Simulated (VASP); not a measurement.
## Geometry relaxation of Si (part 2 of 3)

Si (P6/mmm, 3 atoms in the cell); Kohn-Sham DFT of a periodic cell, PBEsol, VASP PAW PBE potentials, recommended, no spin polarisation (VASP 6.6.1); cutoff 600 eV, 8×8×12 k-mesh, fermi-dirac of 0.1 eV. The structure was built on a prototype by a generator; it need not be a known phase.

Geometry of the input (Å; fractional positions):
```
4.3943  0.0000  0.0000
-2.1971  3.8056  0.0000
0.0000  0.0000  2.6937
Si 0.0000  0.0000  0.0000
Si 0.3333  0.6667  0.5000
Si 0.6667  0.3333  0.5000
```

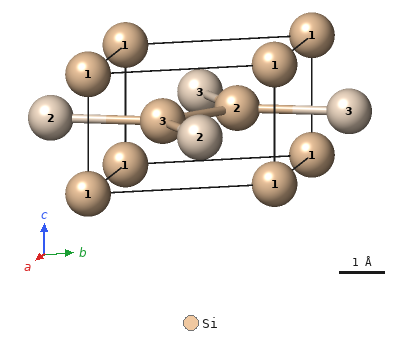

Fig. 1: The starting structure (ball-and-stick view of the cell of the calculation, seen slightly off an axis; neighbours outside the cell are drawn fainter; atoms are numbered from 1 in the order of the input).

### Parts of OUTCAR, continued
```
   k-points           NKPTS =     70   k-points in BZ     NKDIM =     70   number of bands    NBANDS=     10
   number of dos      NEDOS =    301   number of ions     NIONS =      3
   total plane-waves  NPLWV =  31104
   dimension x,y,z NGX =    36 NGY =   36 NGZ =   24
   dimension x,y,z NGXF=    72 NGYF=   72 NGZF=   48
   ions per type =               3
   NGX,Y,Z   is equivalent  to a cutoff of  13.62, 13.62, 14.81 a.u.
   NGXF,Y,Z  is equivalent  to a cutoff of  27.24, 27.24, 29.62 a.u.
 SYSTEM =  unknown system
   PREC   = accura    normal or accurate (medium, high low for compatibility)
   ISTART =      0    job   : 0-new  1-cont  2-samecut
   ICHARG =      2    charge: 1-file 2-atom 10-const
   ISPIN  =      1    spin polarized calculation?
   LNONCOLLINEAR =      F non collinear calculations
   LSORBIT =      F    spin-orbit coupling
   LASPH  =      T    aspherical Exc in radial PAW
   ENCUT  =  600.0 eV  44.10 Ry    6.64 a.u.   8.78  8.78  5.38*2*pi/ulx,y,z
   NELM   =    100;   NELMIN=  2; NELMDL= -5     # of ELM steps
   EDIFF  = 0.1E-05   stopping-criterion for ELM
   LREAL  =      F    real-space projection
   EDIFFG = -.1E-01   stopping-criterion for IOM
   NSW    =     80    number of steps for IOM
   IBRION =      2    ionic relax: 0-MD 1-quasi-New 2-CG
   NFREE  =      1    steps in history (QN), initial steepest desc. (CG)
   ISIF   =      3    stress and relaxation
   ISYM   =      2    0-nonsym 1-usesym 2-fastsym
   POTIM  = 0.5000    time-step for ionic-motion
   TEBEG  =    0.0;   TEEND  =   0.0 temperature during run
   PSTRESS=    0.0 pullay stress
   NELECT =      12.0000    total number of electrons
   NUPDOWN=      -1.0000    fix difference up-down
   EMIN   =  10.00;   EMAX   =-10.00  energy-range for DOS
   EFERMI =   0.00;   METHOD = LEGACY
   ISMEAR =    -1;   SIGMA  =   0.10  broadening in eV -4-tet -1-fermi 0-gaus
   EFERMI_NEDOS =   21; number of points for ismear=-14 and -15
   IALGO  =     68    algorithm
   IMIX   =      4    mixing-type and parameters
     AMIX     =   0.40;   BMIX     =  1.00
     AMIX_MAG =   1.60;   BMIX_MAG =  1.00
  volume/ion in A,a.u.               =      15.02       101.33
  Fermi-wavevector in a.u.,A,eV,Ry     =   1.053372  1.990585 15.096934  1.109593
  Thomas-Fermi vector in A             =   2.188491
   LORBIT       =      0    0 simple, 1 ext, 2 COOP (PROOUT), +10 PAW based schemes
   GGA     = PS    functional components
   LHFCALC =     F    Hartree Fock is set to
   AEXX    =    0.0000 exact exchange contribution
   IVDW    =     0    specifies the selected vdW correction
   LEPSILON=     F    determine dielectric tensor
   LRPA    =     F    only Hartree local field effects (RPA)
 conjugate gradient relaxation of ions
 non-spin polarized calculation
 RMM-DIIS sequential band-by-band and
  energy-cutoff  :      600.00
  volume of cell :       45.05
 maximum number of plane-waves:      1529
 NGX is ok and might be reduce to    36
   NGX = 17   NGY = 17   NGZ = 11

--------------------------------------- Ionic step        1  -------------------------------------------

 number of electron      12.0000001 magnetization

 Free energy of the ion-electron system (eV)
  ---------------------------------------------------
  ext. energy  EPLUGINS =         0.00000000
  ---------------------------------------------------
  free energy    TOTEN  =       -16.06349293 eV

  energy without entropy =      -16.01121383  energy(sigma->0) =      -16.03735338

------------------------ aborting loop because EDIFF is reached ----------------------------------------

  FORCE on cell =-STRESS in cart. coord.  units (eV):
  Direction    XX          YY          ZZ          XY          YZ          ZX
  --------------------------------------------------------------------------------------
  -------------------------------------------------------------------------------------
  Total       -0.7756683     -0.7756683     -1.7339329      0.0000000      0.0000000      0.0000000
  in kB      -27.5884096    -27.5884096    -61.6712708      0.0000000      0.0000000      0.0000000
  external PRESSURE =     -38.9493633 kB  Pullay stress =       0.0000000 kB

 VOLUME and BASIS-vectors are now :
 -----------------------------------------------------------------------------
  energy-cutoff  :      600.00
  volume of cell :       45.05
      direct lattice vectors                 reciprocal lattice vectors
     4.394299167  0.000000000  0.000000000     0.227567574  0.131386200  0.000000000
    -2.197149584  3.805574711  0.000000000     0.000000000  0.262772400  0.000000000
     0.000000000  0.000000000  2.693705389     0.000000000  0.000000000  0.371235846

 POSITION                                       TOTAL-FORCE (eV/Angst)
 -----------------------------------------------------------------------------------
      0.00000      0.00000      0.00000         0.000000      0.000000      0.000000
     -0.00000      2.53705      1.34685        -0.000000      0.000000      0.000000
      2.19715      1.26852      1.34685         0.000000     -0.000000      0.000000
 -----------------------------------------------------------------------------------
    total drift:                               -0.000000     -0.000000     -0.000000

  FREE ENERGIE OF THE ION-ELECTRON SYSTEM (eV)
  ---------------------------------------------------
  free  energy   TOTEN  =       -16.0634929349 eV

  energy  without entropy=      -16.0112138294  energy(sigma->0) =      -16.03735338

--------------------------------------- Ionic step        2  -------------------------------------------

 number of electron      12.0000000 magnetization

------------------------ aborting loop because EDIFF is reached ----------------------------------------

  FORCE on cell =-STRESS in cart. coord.  units (eV):
  Direction    XX          YY          ZZ          XY          YZ          ZX
  --------------------------------------------------------------------------------------
  -------------------------------------------------------------------------------------
  Total        0.8196081      0.8196081     -0.5975296     -0.0000000     -0.0000000      0.0000000
  in kB       30.7496942     30.7496942    -22.4178516     -0.0000000     -0.0000000      0.0000000
  external PRESSURE =      13.0271789 kB  Pullay stress =       0.0000000 kB

 VOLUME and BASIS-vectors are now :
 -----------------------------------------------------------------------------
  energy-cutoff  :      600.00
  volume of cell :       42.70
      direct lattice vectors                 reciprocal lattice vectors
     4.339487172  0.000000000  0.000000000     0.230441976  0.133045737 -0.000000000
    -2.169743586  3.758106131 -0.000000000    -0.000000000  0.266091474  0.000000000
     0.000000000  0.000000000  2.618596331    -0.000000000 -0.000000000  0.381883984

 POSITION                                       TOTAL-FORCE (eV/Angst)
 -----------------------------------------------------------------------------------
      0.00000      0.00000      0.00000        -0.000000      0.000000      0.000000
     -0.00000      2.50540      1.30930         0.000000      0.000000      0.000000
      2.16974      1.25270      1.30930        -0.000000     -0.000000     -0.000000
 -----------------------------------------------------------------------------------
    total drift:                               -0.000000     -0.000000     -0.000000

  FREE ENERGIE OF THE ION-ELECTRON SYSTEM (eV)
  ---------------------------------------------------
  free  energy   TOTEN  =       -16.0967017624 eV

  energy  without entropy=      -16.0463393301  energy(sigma->0) =      -16.07152055

--------------------------------------- Ionic step        3  -------------------------------------------

 number of electron      12.0000000 magnetization

------------------------ aborting loop because EDIFF is reached ----------------------------------------

  FORCE on cell =-STRESS in cart. coord.  units (eV):
  Direction    XX          YY          ZZ          XY          YZ          ZX
  --------------------------------------------------------------------------------------
  -------------------------------------------------------------------------------------
  Total        0.7404739      0.7404739     -0.6594706     -0.0000000      0.0000000     -0.0000000
  in kB       27.7087609     27.7087609    -24.6775925     -0.0000000      0.0000000     -0.0000000
  external PRESSURE =      10.2466431 kB  Pullay stress =       0.0000000 kB

 VOLUME and BASIS-vectors are now :
 -----------------------------------------------------------------------------
  energy-cutoff  :      600.00
  volume of cell :       42.82
      direct lattice vectors                 reciprocal lattice vectors
     4.342125833  0.000000000  0.000000000     0.230301939  0.132964887 -0.000000000
    -2.171062917  3.760391278 -0.000000000    -0.000000000  0.265929773  0.000000000
     0.000000000  0.000000000  2.622212097    -0.000000000 -0.000000000  0.381357405

 POSITION                                       TOTAL-FORCE (eV/Angst)
 -----------------------------------------------------------------------------------
      0.00000      0.00000      0.00000        -0.000000      0.000000     -0.000000
     -0.00000      2.50693      1.31111         0.000000     -0.000000      0.000000
      2.17106      1.25346      1.31111        -0.000000      0.000000     -0.000000
 -----------------------------------------------------------------------------------
    total drift:                               -0.000000     -0.000000     -0.000000

  FREE ENERGIE OF THE ION-ELECTRON SYSTEM (eV)
  ---------------------------------------------------
  free  energy   TOTEN  =       -16.0967794675 eV

  energy  without entropy=      -16.0462535313  energy(sigma->0) =      -16.07151650

--------------------------------------- Ionic step        4  -------------------------------------------

 number of electron      12.0000000 magnetization

------------------------ aborting loop because EDIFF is reached ----------------------------------------

  FORCE on cell =-STRESS in cart. coord.  units (eV):
  Direction    XX          YY          ZZ          XY          YZ          ZX
  --------------------------------------------------------------------------------------
  -------------------------------------------------------------------------------------
  Total        0.8275339      0.8275339     -0.2507990     -0.0000000      0.0000000      0.0000000
  in kB       31.1617778     31.1617778     -9.4441344     -0.0000000      0.0000000      0.0000000
  external PRESSURE =      17.6264737 kB  Pullay stress =       0.0000000 kB

 VOLUME and BASIS-vectors are now :
 -----------------------------------------------------------------------------
  energy-cutoff  :      600.00
  volume of cell :       42.55
      direct lattice vectors                 reciprocal lattice vectors
     4.373751271  0.000000000  0.000000000     0.228636687  0.132003453  0.000000000
    -2.186875635  3.787779710 -0.000000000    -0.000000000  0.264006905 -0.000000000
    -0.000000000  0.000000000  2.568238655    -0.000000000 -0.000000000  0.389371914

 POSITION                                       TOTAL-FORCE (eV/Angst)
 -----------------------------------------------------------------------------------
     -0.00000      0.00000      2.56824        -0.000000     -0.000000     -0.000000
     -0.00000      2.52519      1.28412         0.000000     -0.000000     -0.000000
      2.18688      1.26259      1.28412        -0.000000      0.000000      0.000000
 -----------------------------------------------------------------------------------
    total drift:                               -0.000000     -0.000000     -0.000000

  FREE ENERGIE OF THE ION-ELECTRON SYSTEM (eV)
  ---------------------------------------------------
  free  energy   TOTEN  =       -16.1216113421 eV

  energy  without entropy=      -16.0781942086  energy(sigma->0) =      -16.09990278

--------------------------------------- Ionic step        5  -------------------------------------------

 number of electron      12.0000000 magnetization

------------------------ aborting loop because EDIFF is reached ----------------------------------------

  FORCE on cell =-STRESS in cart. coord.  units (eV):
  Direction    XX          YY          ZZ          XY          YZ          ZX
  --------------------------------------------------------------------------------------
  -------------------------------------------------------------------------------------
  Total        0.3976741      0.3976741      3.2250982     -0.0000000     -0.0000000      0.0000000
  in kB       15.2381070     15.2381070    123.5795716     -0.0000000     -0.0000000      0.0000000
  external PRESSURE =      51.3519285 kB  Pullay stress =       0.0000000 kB

 VOLUME and BASIS-vectors are now :
 -----------------------------------------------------------------------------
  energy-cutoff  :      600.00
  volume of cell :       41.81
      direct lattice vectors                 reciprocal lattice vectors
     4.449971881 -0.000000000  0.000000000     0.224720521  0.129742453  0.000000000
    -2.224985941  3.853788695 -0.000000000     0.000000000  0.259484907 -0.000000000
    -0.000000000  0.000000000  2.438157018    -0.000000000  0.000000000  0.410145857

 POSITION                                       TOTAL-FORCE (eV/Angst)
 -----------------------------------------------------------------------------------
      4.44997     -0.00000      0.00000        -0.000000      0.000000      0.000000
     -0.00000      2.56919      1.21908        -0.000000      0.000000     -0.000000
      2.22499      1.28460      1.21908         0.000000     -0.000000      0.000000
 -----------------------------------------------------------------------------------
    total drift:                               -0.000000     -0.000000      0.000000

  FREE ENERGIE OF THE ION-ELECTRON SYSTEM (eV)
  ---------------------------------------------------
  free  energy   TOTEN  =       -16.0688351946 eV

  energy  without entropy=      -16.0265370828  energy(sigma->0) =      -16.04768614

--------------------------------------- Ionic step        6  -------------------------------------------

 number of electron      12.0000001 magnetization

 E-fermi :  10.2829     XC(G=0): -11.3315     alpha+bet :-16.9719
```
